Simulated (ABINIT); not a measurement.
Run report: CeO2, geometry relaxation (part 3 of 3)

CeO2 (Fm-3m, 3 atoms in the cell); Kohn-Sham DFT of a periodic cell, LDA, JTH PAW LDA v2.0, spin-polarised (ABINIT 10.8.3); cutoff 625.86 eV, 7×7×7 k-mesh, fermi-dirac of 0.05 eV, collinear spins. The structure derives from an entry of the Crystallography Open Database.

Geometry of the input (Å; fractional positions):
```
0.0000  2.7037  2.7037
2.7037  0.0000  2.7037
2.7037  2.7037  0.0000
Ce 0.0000  0.0000  0.0000
O  0.7500  0.7500  0.7500
O  0.2500  0.2500  0.2500
```

### What the program printed, continued
```
 Cartesian coordinates (xcart) [bohr]
 -7.03183371773812E-32  7.03183371773812E-32 -2.10955011532144E-31
  7.63994841299264E+00  7.63994841299264E+00  7.63994841299264E+00
  2.54664947099755E+00  2.54664947099755E+00  2.54664947099755E+00
 Reduced coordinates (xred)
 -6.90302473683558E-33 -3.45151236841779E-32  2.07090742105067E-32
  7.50000000000000E-01  7.50000000000000E-01  7.50000000000000E-01
  2.50000000000000E-01  2.50000000000000E-01  2.50000000000000E-01
 Cartesian forces (fcart) [Ha/bohr]; max,rms= 0.00000E+00 0.00000E+00 (free atoms)
 -0.00000000000000E+00 -0.00000000000000E+00 -0.00000000000000E+00
 -0.00000000000000E+00 -0.00000000000000E+00 -0.00000000000000E+00
 -0.00000000000000E+00 -0.00000000000000E+00 -0.00000000000000E+00
 Gradient of E wrt nuclear positions in reduced coordinates (gred)
  0.00000000000000E+00  0.00000000000000E+00  0.00000000000000E+00
  0.00000000000000E+00  0.00000000000000E+00  0.00000000000000E+00
  0.00000000000000E+00  0.00000000000000E+00  0.00000000000000E+00
 Scale of Primitive Cell (acell) [bohr]
  7.20301244099000E+00  7.20301244099000E+00  7.20301244099000E+00
 Real space primitive translations (rprimd) [bohr]
  0.00000000000000E+00  5.09329894199510E+00  5.09329894199510E+00
  5.09329894199510E+00  0.00000000000000E+00  5.09329894199510E+00
  5.09329894199510E+00  5.09329894199510E+00  0.00000000000000E+00
 Unitary Cell Volume (ucvol) [Bohr^3]=  2.64257606353802E+02
 Angles (23,13,12)= [degrees]
  6.00000000000000E+01  6.00000000000000E+01  6.00000000000000E+01
 Lengths [Bohr]
  7.20301244099000E+00  7.20301244099000E+00  7.20301244099000E+00
 Stress tensor in cartesian coordinates (strten) [Ha/bohr^3]
 -3.29049553186508E-07  0.00000000000000E+00  0.00000000000000E+00
  0.00000000000000E+00 -3.29049553184774E-07  0.00000000000000E+00
  0.00000000000000E+00  0.00000000000000E+00 -3.29049553191713E-07
 Total energy (etotal) [Ha]= -7.20155965803686E+01

 Difference of energy with previous step (new-old):
           Absolute (Ha)=-1.18415E-05
           Relative     =-1.64429E-07

--- Iteration: ( 4/50) Internal Cycle: (1/1)
--------------------------------------------------------------------------------

---SELF-CONSISTENT-FIELD CONVERGENCE--------------------------------------------

--- !BeginCycle
iteration_state: {dtset: 1, itime: 4, icycle: 1, }
solver: {iscf: 17, nstep: 80, nline: 4, wfoptalg: 10, }
tolerances: {tolvrs: 1.00E-10, }
...

     iter   Etot(hartree)      deltaE(h)  residm     nres2   difmagsph maxmagsph
 ETOT  1  -72.015596599369    -7.202E+01 1.162E-05 1.967E-05 8.862E-08 8.862E-08
 ETOT  2  -72.015596634192    -3.482E-08 3.271E-07 7.151E-05 5.556E-08 3.804E-08
 ETOT  3  -72.015596580068     5.412E-08 4.909E-07 6.431E-06 3.416E-08 7.005E-08
 ETOT  4  -72.015596575369     4.699E-09 2.493E-07 1.767E-06 1.338E-08 8.344E-08
 ETOT  5  -72.015596580918    -5.548E-09 8.055E-08 2.685E-06 3.554E-08 7.036E-08
 ETOT  6  -72.015596585375    -4.458E-09 1.234E-08 3.791E-06 2.734E-08 4.302E-08
 ETOT  7  -72.015596586685    -1.310E-09 2.062E-08 5.309E-06 7.197E-09 4.185E-08
 ETOT  8  -72.015596583705     2.980E-09 1.759E-08 4.508E-07 6.246E-08 2.061E-08
 ETOT  9  -72.015596584871    -1.166E-09 2.825E-08 1.509E-06 1.486E-08 3.547E-08
 ETOT 10  -72.015596584387     4.839E-10 1.092E-08 1.273E-06 2.362E-08 1.662E-08
 ETOT 11  -72.015596583076     1.311E-09 3.412E-08 4.123E-07 7.816E-09 1.581E-08
 ETOT 12  -72.015596583341    -2.646E-10 4.981E-09 6.101E-07 1.546E-09 1.726E-08
 ETOT 13  -72.015596582987     3.534E-10 3.184E-08 4.128E-07 1.096E-08 1.079E-08
 ETOT 14  -72.015596582424     5.637E-10 4.387E-09 1.337E-08 5.814E-09 1.211E-08
 ETOT 15  -72.015596582444    -2.038E-11 8.431E-09 1.617E-08 1.058E-08 0.000E+00
 ETOT 16  -72.015596582456    -1.209E-11 2.419E-09 2.366E-08 0.000E+00 0.000E+00
 ETOT 17  -72.015596582702    -2.460E-10 2.268E-08 3.080E-07 4.098E-08 4.702E-08
 ETOT 18  -72.015596582464     2.383E-10 1.874E-09 6.515E-08 3.038E-08 3.366E-08
 ETOT 19  -72.015596582434     3.003E-11 2.160E-08 5.280E-09 3.476E-08 0.000E+00
 ETOT 20  -72.015596582436    -2.075E-12 1.600E-09 3.050E-10 1.138E-08 1.025E-08
 ETOT 21  -72.015596582437    -1.307E-12 1.710E-08 7.787E-10 6.833E-08 7.154E-08
 ETOT 22  -72.015596582437     5.826E-13 1.538E-09 4.192E-11 1.126E-08 6.186E-08

 At SCF step   22       nres2   =  4.19E-11 < tolvrs=  1.00E-10 =>converged.

 Cartesian components of stress tensor (hartree/bohr^3)
  sigma(1 1)=  1.70552240E-09  sigma(3 2)=  0.00000000E+00
  sigma(2 2)=  1.70552240E-09  sigma(3 1)=  0.00000000E+00
  sigma(3 3)=  1.70552240E-09  sigma(2 1)=  0.00000000E+00

--- !ResultsGS
iteration_state: {dtset: 1, itime: 4, icycle: 1, }
comment   : Summary of ground state results
lattice_vectors:
- [  0.0000000,   5.0933800,   5.0933800, ]
- [  5.0933800,   0.0000000,   5.0933800, ]
- [  5.0933800,   5.0933800,   0.0000000, ]
lattice_lengths: [   7.20313,    7.20313,    7.20313, ]
lattice_angles: [ 60.000,  60.000,  60.000, ] # degrees, (23, 13, 12)
lattice_volume:   2.6427023E+02
convergence: {deltae:  5.826E-13, res2:  4.192E-11, residm:  1.538E-09, diffor: null, }
etotal    :  -7.20155966E+01
entropy   :   0.00000000E+00
fermie    :   2.88185396E-01
cartesian_stress_tensor: # hartree/bohr^3
- [  1.70552240E-09,   0.00000000E+00,   0.00000000E+00, ]
- [  0.00000000E+00,   1.70552240E-09,   0.00000000E+00, ]
- [  0.00000000E+00,   0.00000000E+00,   1.70552240E-09, ]
pressure_GPa:  -5.0178E-05
xred      :
- [ -6.8677E-33,  -3.4339E-32,   2.0603E-32, Ce]
- [  7.5000E-01,   7.5000E-01,   7.5000E-01,  O]
- [  2.5000E-01,   2.5000E-01,   2.5000E-01,  O]
cartesian_forces: # hartree/bohr
- [  3.44176994E-32,  -3.44176994E-32,  -3.44176994E-32, ]
- [ -6.88353988E-32,   6.88353988E-32,   6.88353988E-32, ]
- [  3.44176994E-32,  -3.44176994E-32,  -3.44176994E-32, ]
force_length_stats: {min:   5.96132040E-32, max:   1.19226408E-31, mean:   7.94842721E-32, }
...

 Integrated electronic and magnetization densities in atomic spheres:
 ------------------------------------------------------------------------------------------------------------
 Radius=ratsph(iatom), smearing ratsm=  0.0000. Diff(up-dn)=approximate z local magnetic moment.
    Atom    Radius    up_density   dn_density  Total(up+dn)  Diff(up-dn)
    1 Ce   2.50512     4.527113     4.527113      9.054226     0.000000
    2  O   1.41465     2.258675     2.258675      4.517351    -0.000000
    3  O   1.41465     2.258675     2.258675      4.517351    -0.000000
 ------------------------------------------------------------------------------------------------------------
  Sum:                 9.044464     9.044464     18.088927    -0.000000
 Total magnetization (from the atomic spheres):               -0.000000
 Total magnetization (exact up - dn):                         -0.000000

---OUTPUT-----------------------------------------------------------------------

 Cartesian coordinates (xcart) [bohr]
 -6.99598360658347E-32  6.99598360658347E-32 -2.09879508197504E-31
  7.64007007055430E+00  7.64007007055430E+00  7.64007007055430E+00
  2.54669002351810E+00  2.54669002351810E+00  2.54669002351810E+00
 Reduced coordinates (xred)
 -6.86772196653024E-33 -3.43386098326512E-32  2.06031658995907E-32
  7.50000000000000E-01  7.50000000000000E-01  7.50000000000000E-01
  2.50000000000000E-01  2.50000000000000E-01  2.50000000000000E-01
 Cartesian forces (fcart) [Ha/bohr]; max,rms= 6.88354E-32 4.86740E-32 (free atoms)
  3.44176993987429E-32 -3.44176993987429E-32 -3.44176993987429E-32
 -6.88353987974858E-32  6.88353987974858E-32  6.88353987974858E-32
  3.44176993987429E-32 -3.44176993987429E-32 -3.44176993987429E-32
 Gradient of E wrt nuclear positions in reduced coordinates (gred)
  3.50604846764894E-31  9.47897548685082E-48 -9.47897548685082E-48
 -7.01209693529788E-31  1.28626902486737E-47 -1.28626902486737E-47
  3.50604846764894E-31  9.47897548685082E-48 -9.47897548685082E-48
 Scale of Primitive Cell (acell) [bohr]
  7.20312714083911E+00  7.20312714083911E+00  7.20312714083911E+00
 Real space primitive translations (rprimd) [bohr]
  0.00000000000000E+00  5.09338004703620E+00  5.09338004703620E+00
  5.09338004703620E+00  0.00000000000000E+00  5.09338004703620E+00
  5.09338004703620E+00  5.09338004703620E+00  0.00000000000000E+00
 Unitary Cell Volume (ucvol) [Bohr^3]=  2.64270230567831E+02
 Angles (23,13,12)= [degrees]
  6.00000000000000E+01  6.00000000000000E+01  6.00000000000000E+01
 Lengths [Bohr]
  7.20312714083911E+00  7.20312714083911E+00  7.20312714083911E+00
 Stress tensor in cartesian coordinates (strten) [Ha/bohr^3]
  1.70552240039146E-09  0.00000000000000E+00  0.00000000000000E+00
  0.00000000000000E+00  1.70552240212618E-09  0.00000000000000E+00
  0.00000000000000E+00  0.00000000000000E+00  1.70552240039146E-09
 Total energy (etotal) [Ha]= -7.20155965824368E+01

 Difference of energy with previous step (new-old):
           Absolute (Ha)=-2.06823E-09
           Relative     =-2.87192E-11

 At Broyd/MD step   4, gradients are converged :
  max grad (force/stress) = 1.7055E-07 < tolmxf= 2.0000E-05 ha/bohr (free atoms)

================================================================================

 ----iterations are completed or convergence reached----

 Mean square residual over all n,k,spin=   32.956E-13; max=  15.376E-10
 reduced coordinates (array xred) for    3 atoms
      -0.000000000000     -0.000000000000      0.000000000000
       0.750000000000      0.750000000000      0.750000000000
       0.250000000000      0.250000000000      0.250000000000
 rms dE/dt=  3.5060E-31; max dE/dt=  0.0000E+00; dE/dt below (all hartree)
    1       0.000000000000      0.000000000000      0.000000000000
    2      -0.000000000000      0.000000000000      0.000000000000
    3       0.000000000000      0.000000000000      0.000000000000

 cartesian coordinates (angstrom) at end:
    1     -0.00000000000000     0.00000000000000    -0.00000000000000
    2      4.04295096829663     4.04295096829663     4.04295096829663
    3      1.34765032276554     1.34765032276554     1.34765032276554

 cartesian forces (hartree/bohr) at end:
    1      0.00000000000000    -0.00000000000000    -0.00000000000000
    2     -0.00000000000000     0.00000000000000     0.00000000000000
    3      0.00000000000000    -0.00000000000000    -0.00000000000000
 frms,max,avg= 4.8673977E-32 6.8835399E-32   0.000E+00  0.000E+00  0.000E+00 h/b

 cartesian forces (eV/Angstrom) at end:
    1      0.00000000000000    -0.00000000000000    -0.00000000000000
    2     -0.00000000000000     0.00000000000000     0.00000000000000
    3      0.00000000000000    -0.00000000000000    -0.00000000000000
 frms,max,avg= 2.5029165E-30 3.5396585E-30   0.000E+00  0.000E+00  0.000E+00 e/A
 length scales=  7.203127140839  7.203127140839  7.203127140839 bohr
              =  3.811730727583  3.811730727583  3.811730727583 angstroms
 Fermi (or HOMO) energy (hartree) =   0.28819   Average Vxc (hartree)=  -0.43288
 Magnetization (Bohr magneton)=  0.00000000E+00
 Total spin up =  1.20000000E+01   Total spin down =  1.20000000E+01
 Eigenvalues (hartree) for nkpt=  20  k points, SPIN UP:
 kpt#   1, nband= 20, wtk=  0.00292, kpt=  0.0000  0.0000  0.0000 (reduced coord)
  -0.93475   -0.33800   -0.29897   -0.27719   -0.27719   -0.27719    0.10638    0.10638
   0.10638    0.23065    0.23065    0.23065    0.33684    0.33684    0.33684    0.34757
   0.36279    0.36279    0.36279    0.47490
      occupation numbers for kpt#   1
   1.00000    1.00000    1.00000    1.00000    1.00000    1.00000    1.00000    1.00000
   1.00000    1.00000    1.00000    1.00000    0.00000    0.00000    0.00000    0.00000
   0.00000    0.00000    0.00000    0.00000
 prteigrs : prtvol=0 or 1, do not print more k-points.

 Eigenvalues (hartree) for nkpt=  20  k points, SPIN DOWN:
 kpt#   1, nband= 20, wtk=  0.00292, kpt=  0.0000  0.0000  0.0000 (reduced coord)
  -0.93475   -0.33800   -0.29897   -0.27719   -0.27719   -0.27719    0.10638    0.10638
   0.10638    0.23065    0.23065    0.23065    0.33684    0.33684    0.33684    0.34757
   0.36279    0.36279    0.36279    0.47490
      occupation numbers for kpt#   1
   1.00000    1.00000    1.00000    1.00000    1.00000    1.00000    1.00000    1.00000
   1.00000    1.00000    1.00000    1.00000    0.00000    0.00000    0.00000    0.00000
   0.00000    0.00000    0.00000    0.00000
 prteigrs : prtvol=0 or 1, do not print more k-points.

--- !EnergyTerms
iteration_state     : {dtset: 1, itime: 4, icycle: 1, }
comment             : Components of total free energy in Hartree
kinetic             :  2.52880881375296E+01
hartree             :  1.23679700058906E+01
xc                  : -1.21888050341464E+01
Ewald energy        : -6.37959725704144E+01
psp_core            :  3.30434139169310E+00
local_psp           : -4.72169685574438E+01
PAW spherical_terms :  1.02257492513594E+01
internal            : -7.20155973755320E+01
'-kT*entropy'       : -5.91644508031173E-11
total_energy        : -7.20155973755911E+01
total_energy_eV     : -1.95964423592227E+03
...

--- !EnergyTermsDC
iteration_state     : {dtset: 1, itime: 4, icycle: 1, }
comment             : '"Double-counting" decomposition of free energy'
band_energy         : -2.58580853446283E+00
Ewald energy        : -6.37959725704144E+01
psp_core            :  3.30434139169310E+00
xc_dc               : -9.29770598357960E+00
PAW spherical_terms :  3.59549114386021E-01
internal            : -7.20155965823777E+01
'-kT*entropy'       : -5.91644508031173E-11
total_energy_dc     : -7.20155965824368E+01
total_energy_dc_eV  : -1.95964421433944E+03
...

--- !EnergyTermsWithPAWCore
iteration_state     : {dtset: 1, itime: 4, icycle: 1, }
comment             : 'Components of total free energy, including PAW core contributions'
Total energy        : -9.00399064438545E+03
Total energy DC     : -9.00399064359229E+03
Total energy (eV)   : -2.45011067179572E+05
Total energy DC (eV): -2.45011067157989E+05
...

 Cartesian components of stress tensor (hartree/bohr^3)
  sigma(1 1)=  1.70552240E-09  sigma(3 2)=  0.00000000E+00
  sigma(2 2)=  1.70552240E-09  sigma(3 1)=  0.00000000E+00
  sigma(3 3)=  1.70552240E-09  sigma(2 1)=  0.00000000E+00

-Cartesian components of stress tensor (GPa)         [Pressure= -5.0178E-05 GPa]
- sigma(1 1)=  5.01782014E-05  sigma(3 2)=  0.00000000E+00
- sigma(2 2)=  5.01782015E-05  sigma(3 1)=  0.00000000E+00
- sigma(3 3)=  5.01782014E-05  sigma(2 1)=  0.00000000E+00

== END DATASET(S) ==============================================================
================================================================================

 -outvars: echo values of variables after computation  --------
            acell      7.2031271408E+00  7.2031271408E+00  7.2031271408E+00 Bohr
           etotal     -7.2015596582E+01
            fcart      3.4417699399E-32 -3.4417699399E-32 -3.4417699399E-32
                      -6.8835398797E-32  6.8835398797E-32  6.8835398797E-32
                       3.4417699399E-32 -3.4417699399E-32 -3.4417699399E-32
            rprim      0.0000000000E+00  7.0710678119E-01  7.0710678119E-01
                       7.0710678119E-01  0.0000000000E+00  7.0710678119E-01
                       7.0710678119E-01  7.0710678119E-01  0.0000000000E+00
           strten      1.7055224004E-09  1.7055224021E-09  1.7055224004E-09
                       0.0000000000E+00  0.0000000000E+00  0.0000000000E+00
           xangst     -3.7021150899E-32  3.7021150899E-32 -1.1106345270E-31
                       4.0429509683E+00  4.0429509683E+00  4.0429509683E+00
                       1.3476503228E+00  1.3476503228E+00  1.3476503228E+00
             xred     -6.8677219665E-33 -3.4338609833E-32  2.0603165900E-32
                       7.5000000000E-01  7.5000000000E-01  7.5000000000E-01
                       2.5000000000E-01  2.5000000000E-01  2.5000000000E-01
 Calculation completed.
```

### Trajectory as extended XYZ (Å, eV, eV/Å), 4 frames, from step=0 to step=3
```
3
Lattice="0.0000 2.7037 2.7037 2.7037 0.0000 2.7037 2.7037 2.7037 0.0000" Properties=species:S:1:pos:R:3:forces:R:3 step=0 energy=-1959.64209
Ce    0.0000    0.0000    0.0000    0.0000   0.0000   0.0000
O     4.0555    4.0555    4.0555    0.0000   0.0000   0.0000
O     1.3518    1.3518    1.3518    0.0000   0.0000   0.0000
3
Lattice="0.0000 2.6985 2.6985 2.6985 0.0000 2.6985 2.6985 2.6985 0.0000" Properties=species:S:1:pos:R:3:forces:R:3 step=1 energy=-1959.64389
Ce    0.0000    0.0000    0.0000    0.0000   0.0000   0.0000
O     4.0478    4.0478    4.0478    0.0000   0.0000   0.0000
O     1.3493    1.3493    1.3493    0.0000   0.0000   0.0000
3
Lattice="0.0000 2.6953 2.6953 2.6953 0.0000 2.6953 2.6953 2.6953 0.0000" Properties=species:S:1:pos:R:3:forces:R:3 step=2 energy=-1959.64421
Ce    0.0000    0.0000    0.0000    0.0000   0.0000   0.0000
O     4.0429    4.0429    4.0429    0.0000   0.0000   0.0000
O     1.3476    1.3476    1.3476    0.0000   0.0000   0.0000
3
Lattice="0.0000 2.6953 2.6953 2.6953 0.0000 2.6953 2.6953 2.6953 0.0000" Properties=species:S:1:pos:R:3:forces:R:3 step=3 energy=-1959.64421
Ce    0.0000    0.0000    0.0000    0.0000   0.0000   0.0000
O     4.0430    4.0430    4.0430    0.0000   0.0000   0.0000
O     1.3477    1.3477    1.3477    0.0000   0.0000   0.0000
```

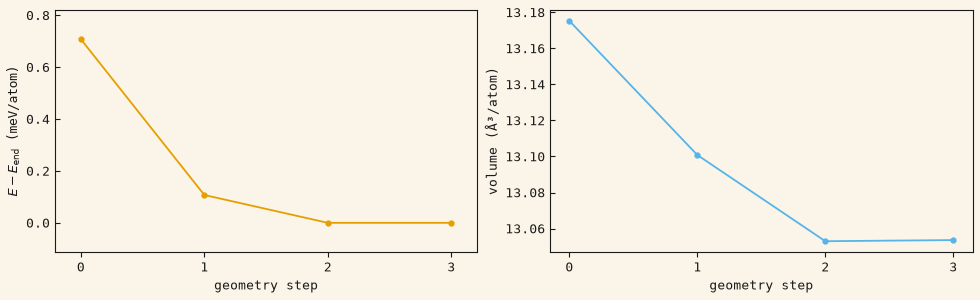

Fig. 1: Progress of the relaxation, step by step (steps are counted from 0). The atoms keep their places relative to the cell (all moves are under 0.005 Å). The volume changes by −0.9 %, with a = b = c 5.407 → 5.391 Å (−0.3 %). Among the contacts that change: Ce1–O2 2.341 → 2.334 Å. The space group stays Fm-3m (No. 225). After 3 geometry steps the energy has fallen by 0.7 meV per atom. All forces vanish by symmetry, so only the cell relaxes. (Atoms are counted from 1 in the order of the input.)

### Results in brief

| quantity | value |
| --- | --- |
| outcome | converged |
| space group (tolerance 0.01 Å) | Fm-3m (225) |
| electrons treated | 24 |
| free energy | −1959.6442 eV |
| Fermi energy | 7.842 eV |
| gap on the k-point mesh | 1.96 eV |
| net moment of the cell | 0.00 μB |
| pressure | 0.00 GPa |
| final volume | 39.16 Å³ |
| largest force (length of the vector) at the end | under 0.001 eV/Å |
| final cell | a = 3.812 Å, b = 3.812 Å, c = 3.812 Å, α = 60.00°, β = 60.00°, γ = 60.00° |
| hardware | 4 threads of Intel Xeon (Granite Rapids), 32 GiB of memory available, shared host |
| wall time | 91 s (CPU time 6 min) |
| peak memory | 0.6 GiB |

### Notes

Semilocal DFT without U tends to delocalise the f electrons of such compounds and to underestimate the gap.
